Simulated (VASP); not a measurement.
**Run report: Bi2Te3, geometry relaxation (part 2 of 3)**

The same run, continued: Bi2Te3 (R-3m, 5 atoms in the cell); Kohn-Sham DFT of a periodic cell, PBE, VASP PAW PBE potentials, minimal, no spin polarisation (VASP 6.6.1); cutoff 300 eV, 4×4×4 k-mesh, Gaussian smearing of 0.03 eV. The structure derives from an entry of the Crystallography Open Database.

Geometry of the input (Å; fractional positions):
```
2.1929  1.2661  10.5239
-2.1929  1.2661  10.5239
0.0000  -2.5322  10.5239
Bi 0.3972  0.3972  0.3972
Bi 0.6028  0.6028  0.6028
Te 0.0000  0.0000  0.0000
Te 0.2157  0.2157  0.2157
Te 0.7843  0.7843  0.7843
```

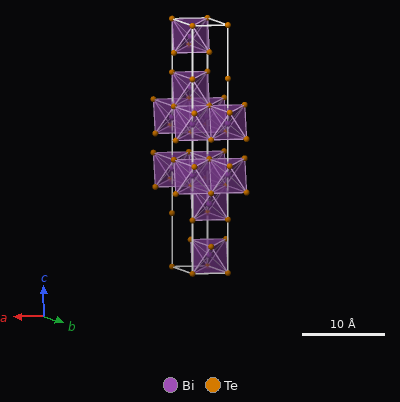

*The starting structure (polyhedral view of the cell 3 times as large as that of the calculation, set on its symmetry axes, seen at an oblique angle; polyhedra are completed across the faces of the cell). An atom can appear more than once, as a periodic image.*

Parts of OUTCAR, continued
```
   k-points           NKPTS =     13   k-points in BZ     NKDIM =     13   number of bands    NBANDS=     18
   number of dos      NEDOS =    301   number of ions     NIONS =      5
   total plane-waves  NPLWV = 262144
   dimension x,y,z NGX =    64 NGY =   64 NGZ =   64
   dimension x,y,z NGXF=   128 NGYF=  128 NGZF=  128
   ions per type =               2   3
   NGX,Y,Z   is equivalent  to a cutoff of   9.83,  9.83,  9.83 a.u.
   NGXF,Y,Z  is equivalent  to a cutoff of  19.66, 19.66, 19.66 a.u.
 SYSTEM =  Bi2Te3
   PREC   = accura    normal or accurate (medium, high low for compatibility)
   ISTART =      0    job   : 0-new  1-cont  2-samecut
   ICHARG =      2    charge: 1-file 2-atom 10-const
   ISPIN  =      1    spin polarized calculation?
   LNONCOLLINEAR =      F non collinear calculations
   LSORBIT =      F    spin-orbit coupling
   LASPH  =      T    aspherical Exc in radial PAW
   ENCUT  =  300.0 eV  22.05 Ry    4.70 a.u.  15.29 15.29 15.29*2*pi/ulx,y,z
   NELM   =     80;   NELMIN=  2; NELMDL= -5     # of ELM steps
   EDIFF  = 0.1E-06   stopping-criterion for ELM
   LREAL  =      F    real-space projection
   EDIFFG = -.1E-01   stopping-criterion for IOM
   NSW    =     40    number of steps for IOM
   IBRION =      2    ionic relax: 0-MD 1-quasi-New 2-CG
   NFREE  =      1    steps in history (QN), initial steepest desc. (CG)
   ISIF   =      4    stress and relaxation
   ISYM   =      2    0-nonsym 1-usesym 2-fastsym
   POTIM  = 0.5000    time-step for ionic-motion
   TEBEG  =    0.0;   TEEND  =   0.0 temperature during run
   PSTRESS=    0.0 pullay stress
   NELECT =      28.0000    total number of electrons
   NUPDOWN=      -1.0000    fix difference up-down
   EMIN   =  10.00;   EMAX   =-10.00  energy-range for DOS
   EFERMI =   0.00;   METHOD = LEGACY
   ISMEAR =     0;   SIGMA  =   0.03  broadening in eV -4-tet -1-fermi 0-gaus
   EFERMI_NEDOS =   21; number of points for ismear=-14 and -15
   IALGO  =     68    algorithm
   IMIX   =      4    mixing-type and parameters
     AMIX     =   0.40;   BMIX     =  1.00
     AMIX_MAG =   1.60;   BMIX_MAG =  1.00
  volume/ion in A,a.u.               =      35.06       236.61
  Fermi-wavevector in a.u.,A,eV,Ry     =   0.888226  1.678503 10.734249  0.788945
  Thomas-Fermi vector in A             =   2.009628
   LORBIT       =      0    0 simple, 1 ext, 2 COOP (PROOUT), +10 PAW based schemes
   GGA     = PE    functional components
   LHFCALC =     F    Hartree Fock is set to
   AEXX    =    0.0000 exact exchange contribution
   IVDW    =     0    specifies the selected vdW correction
   LEPSILON=     F    determine dielectric tensor
   LRPA    =     F    only Hartree local field effects (RPA)
 conjugate gradient relaxation of ions
 non-spin polarized calculation
 RMM-DIIS sequential band-by-band and
 Gauss-broadening in eV      SIGMA  =   0.03
  energy-cutoff  :      300.00
  volume of cell :      175.31
 maximum number of plane-waves:      2081
 NGX is ok and might be reduce to    64
   NGX = 31   NGY = 31   NGZ = 31

--------------------------------------- Ionic step        1  -------------------------------------------

 number of electron      28.0000000 magnetization

 Free energy of the ion-electron system (eV)
  ---------------------------------------------------
  ext. energy  EPLUGINS =         0.00000000
  ---------------------------------------------------
  free energy    TOTEN  =       -18.34512341 eV

  energy without entropy =      -18.34512341  energy(sigma->0) =      -18.34512341

------------------------ aborting loop because EDIFF is reached ----------------------------------------

  FORCE on cell =-STRESS in cart. coord.  units (eV):
  Direction    XX          YY          ZZ          XY          YZ          ZX
  --------------------------------------------------------------------------------------
  -------------------------------------------------------------------------------------
  Total        2.1794420      2.1794420      2.2089023      0.0000000     -0.0000000      0.0000000
  in kB       19.9178977     19.9178977     20.1871352      0.0000000     -0.0000000      0.0000000
  external PRESSURE =      20.0076435 kB  Pullay stress =       0.0000000 kB

 VOLUME and BASIS-vectors are now :
 -----------------------------------------------------------------------------
  energy-cutoff  :      300.00
  volume of cell :      175.31
      direct lattice vectors                 reciprocal lattice vectors
     2.192913790  1.266079367 10.523947305     0.228007139  0.131639983  0.031673793
    -2.192913790  1.266079367 10.523947305    -0.228007139  0.131639983  0.031673793
     0.000000000 -2.532158734 10.523947305     0.000000000 -0.263279967  0.031673793

 POSITION                                       TOTAL-FORCE (eV/Angst)
 -----------------------------------------------------------------------------------
      0.00000     -0.00000     12.53879         0.000000      0.000000     -0.107146
      0.00000     -0.00000     19.03306         0.000000     -0.000000      0.107146
      0.00000      0.00000      0.00000         0.000000     -0.000000     -0.000000
      0.00000     -0.00000      6.81094         0.000000      0.000000     -0.297828
      0.00000     -0.00000     24.76090         0.000000     -0.000000      0.297828
 -----------------------------------------------------------------------------------
    total drift:                               -0.000000     -0.000000      0.000000

  FREE ENERGIE OF THE ION-ELECTRON SYSTEM (eV)
  ---------------------------------------------------
  free  energy   TOTEN  =       -18.3451234080 eV

  energy  without entropy=      -18.3451234080  energy(sigma->0) =      -18.34512341

--------------------------------------- Ionic step        2  -------------------------------------------

 number of electron      28.0000001 magnetization

------------------------ aborting loop because EDIFF is reached ----------------------------------------

  FORCE on cell =-STRESS in cart. coord.  units (eV):
  Direction    XX          YY          ZZ          XY          YZ          ZX
  --------------------------------------------------------------------------------------
  -------------------------------------------------------------------------------------
  Total        1.9847666      1.9847666      1.8689920      0.0000000     -0.0000000      0.0000000
  in kB       18.1387609     18.1387609     17.0806982      0.0000000     -0.0000000      0.0000000
  external PRESSURE =      17.7860733 kB  Pullay stress =       0.0000000 kB

 VOLUME and BASIS-vectors are now :
 -----------------------------------------------------------------------------
  energy-cutoff  :      300.00
  volume of cell :      175.31
      direct lattice vectors                 reciprocal lattice vectors
     2.192706032  1.265959418 10.525941678     0.228028743  0.131652456  0.031667792
    -2.192706032  1.265959418 10.525941678    -0.228028743  0.131652456  0.031667792
     0.000000000 -2.531918835 10.525941678     0.000000000 -0.263304912  0.031667792

 POSITION                                       TOTAL-FORCE (eV/Angst)
 -----------------------------------------------------------------------------------
      0.00000     -0.00000     12.53599         0.000000     -0.000000      0.018406
      0.00000     -0.00000     19.04183         0.000000      0.000000     -0.018406
      0.00000      2.53192     21.05188         0.000000     -0.000000      0.000000
      0.00000     -0.00000      6.79786         0.000000      0.000000     -0.183316
      0.00000     -0.00000     24.77997         0.000000     -0.000000      0.183316
 -----------------------------------------------------------------------------------
    total drift:                               -0.000000      0.000000     -0.000000

  FREE ENERGIE OF THE ION-ELECTRON SYSTEM (eV)
  ---------------------------------------------------
  free  energy   TOTEN  =       -18.3524475703 eV

  energy  without entropy=      -18.3524475703  energy(sigma->0) =      -18.35244757

--------------------------------------- Ionic step        3  -------------------------------------------

 number of electron      28.0000000 magnetization

------------------------ aborting loop because EDIFF is reached ----------------------------------------

  FORCE on cell =-STRESS in cart. coord.  units (eV):
  Direction    XX          YY          ZZ          XY          YZ          ZX
  --------------------------------------------------------------------------------------
  -------------------------------------------------------------------------------------
  Total        1.7606668      1.7606668      1.4477977      0.0000000     -0.0000000      0.0000000
  in kB       16.0907152     16.0907152     13.2314075      0.0000000     -0.0000000      0.0000000
  external PRESSURE =      15.1376126 kB  Pullay stress =       0.0000000 kB

 VOLUME and BASIS-vectors are now :
 -----------------------------------------------------------------------------
  energy-cutoff  :      300.00
  volume of cell :      175.31
      direct lattice vectors                 reciprocal lattice vectors
     2.192449062  1.265811056 10.528409243     0.228055469  0.131667887  0.031660370
    -2.192449062  1.265811056 10.528409243    -0.228055469  0.131667887  0.031660370
     0.000000000 -2.531622113 10.528409243     0.000000000 -0.263335773  0.031660370

 POSITION                                       TOTAL-FORCE (eV/Angst)
 -----------------------------------------------------------------------------------
      0.00000     -0.00000     12.53254         0.000000     -0.000000      0.171310
      0.00000     -0.00000     19.05269         0.000000      0.000000     -0.171310
      0.00000     -0.00000      0.00000         0.000000     -0.000000      0.000000
      0.00000     -0.00000      6.78167         0.000000      0.000000     -0.044853
      0.00000     -0.00000     24.80356         0.000000     -0.000000      0.044853
 -----------------------------------------------------------------------------------
    total drift:                                0.000000      0.000000      0.000000

  FREE ENERGIE OF THE ION-ELECTRON SYSTEM (eV)
  ---------------------------------------------------
  free  energy   TOTEN  =       -18.3551864909 eV

  energy  without entropy=      -18.3551864909  energy(sigma->0) =      -18.35518649

--------------------------------------- Ionic step        4  -------------------------------------------

 number of electron      28.0000000 magnetization

------------------------ aborting loop because EDIFF is reached ----------------------------------------

  FORCE on cell =-STRESS in cart. coord.  units (eV):
  Direction    XX          YY          ZZ          XY          YZ          ZX
  --------------------------------------------------------------------------------------
  -------------------------------------------------------------------------------------
  Total        1.6361057      1.6361057      1.3587406      0.0000000     -0.0000000      0.0000000
  in kB       14.9523530     14.9523530     12.4175158      0.0000000     -0.0000000      0.0000000
  external PRESSURE =      14.1074073 kB  Pullay stress =       0.0000000 kB

 VOLUME and BASIS-vectors are now :
 -----------------------------------------------------------------------------
  energy-cutoff  :      300.00
  volume of cell :      175.31
      direct lattice vectors                 reciprocal lattice vectors
     2.195091796  1.267336839 10.503073600     0.227780907  0.131509368  0.031736742
    -2.195091796  1.267336839 10.503073600    -0.227780907  0.131509368  0.031736742
     0.000000000 -2.534673678 10.503073600     0.000000000 -0.263018736  0.031736742

 POSITION                                       TOTAL-FORCE (eV/Angst)
 -----------------------------------------------------------------------------------
      0.00000     -0.00000     12.50987         0.000000     -0.000000      0.154257
      0.00000     -0.00000     18.99935        -0.000000      0.000000     -0.154257
      0.00000     -0.00000      0.00000         0.000000     -0.000000     -0.000000
      0.00000     -0.00000      6.75490        -0.000000      0.000000     -0.035900
      0.00000     -0.00000     24.75432         0.000000     -0.000000      0.035900
 -----------------------------------------------------------------------------------
    total drift:                               -0.000000     -0.000000     -0.000000

  FREE ENERGIE OF THE ION-ELECTRON SYSTEM (eV)
  ---------------------------------------------------
  free  energy   TOTEN  =       -18.3591634273 eV

  energy  without entropy=      -18.3591634273  energy(sigma->0) =      -18.35916343

--------------------------------------- Ionic step        5  -------------------------------------------

 number of electron      28.0000002 magnetization

------------------------ aborting loop because EDIFF is reached ----------------------------------------

  FORCE on cell =-STRESS in cart. coord.  units (eV):
  Direction    XX          YY          ZZ          XY          YZ          ZX
  --------------------------------------------------------------------------------------
  -------------------------------------------------------------------------------------
  Total        1.2747466      1.2747466      1.1126583      0.0000000     -0.0000000      0.0000000
  in kB       11.6498954     11.6498954     10.1685723      0.0000000     -0.0000000      0.0000000
  external PRESSURE =      11.1561210 kB  Pullay stress =       0.0000000 kB

 VOLUME and BASIS-vectors are now :
 -----------------------------------------------------------------------------
  energy-cutoff  :      300.00
  volume of cell :      175.31
      direct lattice vectors                 reciprocal lattice vectors
     2.203058516  1.271936427 10.427248329     0.226957204  0.131033803  0.031967526
    -2.203058516  1.271936427 10.427248329    -0.226957204  0.131033803  0.031967526
     0.000000000 -2.543872854 10.427248329     0.000000000 -0.262067605  0.031967526

 POSITION                                       TOTAL-FORCE (eV/Angst)
 -----------------------------------------------------------------------------------
      0.00000     -0.00000     12.44193         0.000000     -0.000000      0.105383
      0.00000     -0.00000     18.83982        -0.000000      0.000000     -0.105383
      0.00000     -0.00000      0.00000        -0.000000     -0.000000      0.000000
      0.00000     -0.00000      6.67493        -0.000000      0.000000     -0.008602
      0.00000     -0.00000     24.60681         0.000000     -0.000000      0.008602
 -----------------------------------------------------------------------------------
    total drift:                                0.000000      0.000000      0.000000

  FREE ENERGIE OF THE ION-ELECTRON SYSTEM (eV)
  ---------------------------------------------------
  free  energy   TOTEN  =       -18.3679358424 eV

  energy  without entropy=      -18.3679358424  energy(sigma->0) =      -18.36793584

--------------------------------------- Ionic step        6  -------------------------------------------

 number of electron      28.0000002 magnetization

------------------------ aborting loop because EDIFF is reached ----------------------------------------
```
